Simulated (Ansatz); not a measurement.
# What a change does: single-point calculation on PtSe2

System: PtSe2 (slab, 6 atoms in the cell).
Method of run A: DFT PBEsol, scalar-relativistic, plane waves, PAW, no spin polarisation (Ansatz 0.2.0).

The structure derives from an entry of the Crystallography Open Database. Text and figures count atoms from 1; the logs count them from 0 in places.

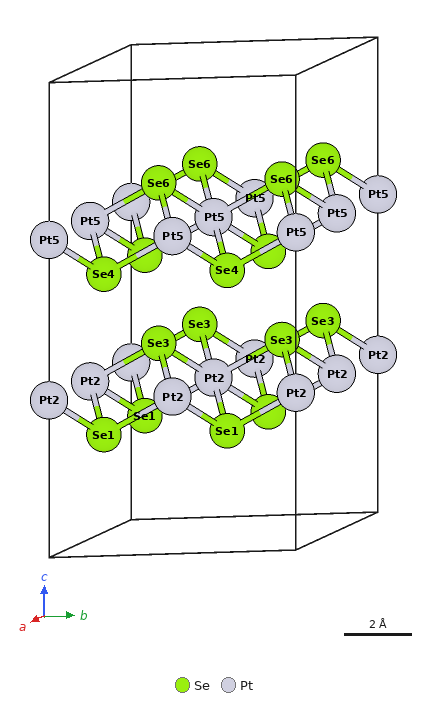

**Figure 1.** The structure (ball-and-stick view of the 2 × 2 repeat of the cell, with the vacuum cut short, seen slightly off an axis; atoms are numbered from 1 in the order of the input).

**Input, run A**
```yaml
crystal:
  lattice:
    - [3.7603063705, 0.0, 0.0]
    - [-1.8801531853, 3.2565208429, 0.0]
    - [0.0, 0.0, 22.3996971942]
  atoms:
    - { symbol: Se, position: [0.6666666667, 0.3333333333, 0.3348259548] }
    - { symbol: Pt, position: [0.0, 0.0, 0.391444041] }
    - { symbol: Se, position: [0.3333333333, 0.6666666667, 0.4480621272] }
    - { symbol: Se, position: [0.6666666667, 0.3333333333, 0.5519378728] }
    - { symbol: Pt, position: [0.0, 0.0, 0.608555959] }
    - { symbol: Se, position: [0.3333333333, 0.6666666667, 0.6651740452] }
basis:
  ecutwfc: 420
kpoints:
  mp_grid: { grid: [9, 9, 1] }
hamiltonian:
  xc: pbesol
scf:
  occupations: { method: gaussian, width: 0.1 }
output:
  forces: true
  eigenvalues: true
  write_density: true
  write_potential: true
  elf: true
  volumetric_format: npy
efield:
  axis: 3
  dipole_correction: true
  ramp_width: 0.04
```

Launched with:
```bash
ansatz run input.yaml --threads 2 --pin off --max-ram 4096MiB --backend cpu --events-out ev --progress --plain --runs-dir out
```

Hardware: 2 threads of Arm Neoverse V1, 24 GiB of memory available, shared host.

**Output, shortened to warnings, some set-up lines, iterations and results (run A)**
```
WARN: The output density's exchange-correlation potential varies sharply where the density is thin. Do not read a vacuum level from v_tot or v_xc, or from such a field of the output density. On a cell that repeats whose density bears no net charge and no dipole along the vacuum's axis use v_es (v_loc + v_h of the components); under efield.dipole_correction with no amplitude use v_es + v_field, …
Basis set: ecut = 420 eV, 5391 PW (Γ), exchange–correlation on 54×54×300 points (8 copies of the dense FFT grid, shifted against one another)
Symmetry: 6 space group operations
k-points: 12 of 81 (time reversal used)
Initial density: superposition of atomic densities (neutral atoms: chi_scale 0, normalization atom), corrected by the library's trained network
[...]
SCF iter   1: F=—  HF=-46466.783329 eV  |F-HF|=—  |Δ(HF+E_count)|=         —  Δρ=3.15e-3  dr2=7.09e-2  ethr=1.77e-3  p=0.000 e·Å  D=2.43e-13 V/Å  ΔV_dip=-0.00 eV  …
SCF iter   2: F=—  HF=-46466.776309 eV  |F-HF|=—  |Δ(HF+E_count)|=   7.02e-3  Δρ=2.00e-3  dr2=4.85e-2  ethr=7.09e-5  p=-0.000 e·Å  D=-6.34e-5 V/Å  ΔV_dip=0.00 eV  …
SCF iter   3: F=—  HF=-46466.772125 eV  |F-HF|=—  |Δ(HF+E_count)|=   4.18e-3  Δρ=5.38e-4  dr2=3.42e-3  ethr=4.85e-5  p=-0.000 e·Å  D=-5.36e-6 V/Å  ΔV_dip=0.00 eV  …
SCF iter   4: F=—  HF=-46466.771864 eV  |F-HF|=—  |Δ(HF+E_count)|=   2.61e-4  Δρ=1.82e-4  dr2=4.90e-5  ethr=3.42e-6  p=-0.000 e·Å  D=-1.56e-5 V/Å  ΔV_dip=0.00 eV  …
SCF iter   5: F=—  HF=-46466.771964 eV  |F-HF|=—  |Δ(HF+E_count)|=   9.99e-5  Δρ=5.27e-5  dr2=1.13e-5  ethr=4.90e-8  p=0.000 e·Å  D=4.78e-6 V/Å  ΔV_dip=-0.00 eV  …
SCF iter   6: F=—  HF=-46466.771967 eV  |F-HF|=—  |Δ(HF+E_count)|=   3.18e-6  Δρ=1.12e-5  dr2=3.02e-7  ethr=1.13e-8  p=-0.000 e·Å  D=-3.82e-6 V/Å  ΔV_dip=0.00 eV  …
SCF iter   7: F=-46466.771968 eV  HF=-46466.771968 eV  |F-HF|=1.03e-9  |Δ(HF+E_count)|=   4.45e-7  Δρ=2.45e-6  dr2=2.68e-8  ethr=1.00e-10  p=0.000 e·Å  D=3.83e-6 V/Å  …
SCF 1 converged in 7 iterations: F = -46466.771968 eV  dr2 = 2.68e-8
WARN: The output density's exchange-correlation potential varies sharply where the density is thin. Do not read a vacuum level from v_tot or v_xc, or from such a field of the output density. On a cell that repeats whose density bears no net charge and no dipole along the vacuum's axis use v_es …
SCF converged after 7 iterations
Free energy (F): -46466.771968 eV
Harris-Foulkes:  -46466.771968 eV  (|F-HF|=1.03e-9)
Internal energy: -46466.771388 eV  (E = F + TS)
E sigma→0 (E₀):  -46466.771678 eV
Entropy (-TS):   -0.000579 eV (-0.097 meV/atom)
Fermi energy:    3.244521 eV
Dipole field:    D = -0.000066 V/Å  (p = -0.000100 e·Å, saw-weighted, corrected)
Work function:   Φ+ = 4.6805 eV   Φ− = 4.6790 eV
[...]
```

For run B the input was changed thus:
```diff
-  ecutwfc: 420
+  ecutwfc: "44.1 Ry"
-  write_density: true
-  write_potential: true
-  elf: true
-  volumetric_format: npy
```

Predict how the results change.

The free energy of run B is 1.3 meV per atom lower, which measures how much it depends on this numerical setting. More plane waves can only lower the energy of a fixed Hamiltonian, so the higher cutoff gives the lower value. The number of SCF iterations is the same. The plane waves at Γ go from 5391 to 9179. On the same kind of shared host run B took about 1.6 times as long.

**Output, shortened to warnings, some set-up lines, iterations and results (run B)**
```
Basis set: ecut = 600.0110667240353 eV, 9179 PW (Γ), exchange–correlation on 64×64×360 points (8 copies of the dense FFT grid, shifted against one another)
Symmetry: 6 space group operations
k-points: 12 of 81 (time reversal used)
Initial density: superposition of atomic densities (neutral atoms: chi_scale 0, normalization atom), corrected by the library's trained network
[...]
SCF iter   1: F=—  HF=-46466.790990 eV  |F-HF|=—  |Δ(HF+E_count)|=         —  Δρ=3.13e-3  dr2=7.09e-2  ethr=1.77e-3  p=0.000 e·Å  D=9.97e-14 V/Å  ΔV_dip=-0.00 eV  …
SCF iter   2: F=—  HF=-46466.783843 eV  |F-HF|=—  |Δ(HF+E_count)|=   7.15e-3  Δρ=2.00e-3  dr2=4.82e-2  ethr=7.09e-5  p=-0.000 e·Å  D=-2.32e-5 V/Å  ΔV_dip=0.00 eV  …
SCF iter   3: F=—  HF=-46466.779774 eV  |F-HF|=—  |Δ(HF+E_count)|=   4.07e-3  Δρ=5.40e-4  dr2=3.63e-3  ethr=4.82e-5  p=-0.000 e·Å  D=-1.49e-6 V/Å  ΔV_dip=0.00 eV  …
SCF iter   4: F=—  HF=-46466.779491 eV  |F-HF|=—  |Δ(HF+E_count)|=   2.83e-4  Δρ=1.80e-4  dr2=4.68e-5  ethr=3.63e-6  p=-0.000 e·Å  D=-3.77e-6 V/Å  ΔV_dip=0.00 eV  …
SCF iter   5: F=—  HF=-46466.779751 eV  |F-HF|=—  |Δ(HF+E_count)|=   2.60e-4  Δρ=5.38e-5  dr2=1.27e-5  ethr=4.68e-8  p=0.000 e·Å  D=8.34e-7 V/Å  ΔV_dip=-0.00 eV  …
SCF iter   6: F=—  HF=-46466.779754 eV  |F-HF|=—  |Δ(HF+E_count)|=   3.46e-6  Δρ=1.12e-5  dr2=3.26e-7  ethr=1.27e-8  p=-0.000 e·Å  D=-1.74e-6 V/Å  ΔV_dip=0.00 eV  …
SCF iter   7: F=-46466.779755 eV  HF=-46466.779755 eV  |F-HF|=7.69e-9  |Δ(HF+E_count)|=   3.50e-7  Δρ=2.46e-6  dr2=1.90e-8  ethr=1.00e-10  p=0.000 e·Å  D=1.50e-6 V/Å  …
SCF 1 converged in 7 iterations: F = -46466.779755 eV  dr2 = 1.90e-8
SCF converged after 7 iterations
Free energy (F): -46466.779755 eV
Harris-Foulkes:  -46466.779755 eV  (|F-HF|=7.69e-9)
Internal energy: -46466.779177 eV  (E = F + TS)
E sigma→0 (E₀):  -46466.779466 eV
Entropy (-TS):   -0.000578 eV (-0.096 meV/atom)
Fermi energy:    3.244496 eV
Dipole field:    D = -0.000028 V/Å  (p = -0.000042 e·Å, saw-weighted, corrected)
Work function:   Φ+ = 4.6800 eV   Φ− = 4.6794 eV
Levels:          The Fermi level and band energies are counted from a zero that moves with the ramp; work functions are not
--- Per-component energies (eV) ---
  E_band       = -2921.727402
  E_kinetic    = 1747.749808
  E_local      = -108525.849547  (includes V_loc(G=0)·N_el)
  E_nonlocal   = -1962.008683
  E_hartree    = 53266.086406
  E_xc         = -933.438707
  E_vxc        = -996.477892  (∫ρ·V_xc dr)
  E_paw        = -26107.106337  (= ΣΔE_a)
  E_vpaw       = 282.694892  (= ΣTr[D̂ρ^β])
  E_aug_tail   = -0.000324  (compensation charges beyond the density's cutoff)
  E_efield     = 0.000000  (sawtooth field / dipole correction)
  E_vefield    = 0.000000  (∫n·V_field dr)
  E_ewald      = 36043.180443
  E_core_change = 4.607764  (= ΣΔE_core)
  E_smearing   = -0.000578  (= −TS)
  E_closure    = -0.000000  (closes the sum)
  Σ components = -46466.779755   (vs F -46466.779755, Δ=0.00e0)
--- Forces (eV/Å), atoms counted from 1 ---
  atom   1  Se    -0.00000000     0.00000000    -0.03271399
  atom   2  Pt     0.00000000    -0.00000000     0.16484616
  atom   3  Se    -0.00000000    -0.00000000    -0.17212102
  atom   4  Se     0.00000000     0.00000000     0.17212608
  atom   5  Pt    -0.00000000     0.00000000    -0.16485970
  atom   6  Se     0.00000000    -0.00000000     0.03271638
  max |Σ_I F_I| component: 6.09e-6 eV/Å
```

**The two runs side by side**

| quantity | run A | run B |
| --- | --- | --- |
| outcome | converged | converged |
| free energy per atom (eV) | −7744.4620 | −7744.4633 |
| gap on the mesh (eV) | 0.33 | 0.33 |
| work function (eV) | 4.68 | – |
| largest force (eV/Å) | 0.172 | 0.172 |
| SCF iterations | 7 | 7 |
| irreducible k-points | 12 | 12 |
| plane waves at Γ | 5391 | 9179 |
| wall time (shared host) | 12 s | 18 s |

For both runs: Spin–orbit coupling is left out, which matters for Pt. For run A: Warnings: the exchange-correlation potential is rough where the density is thin.
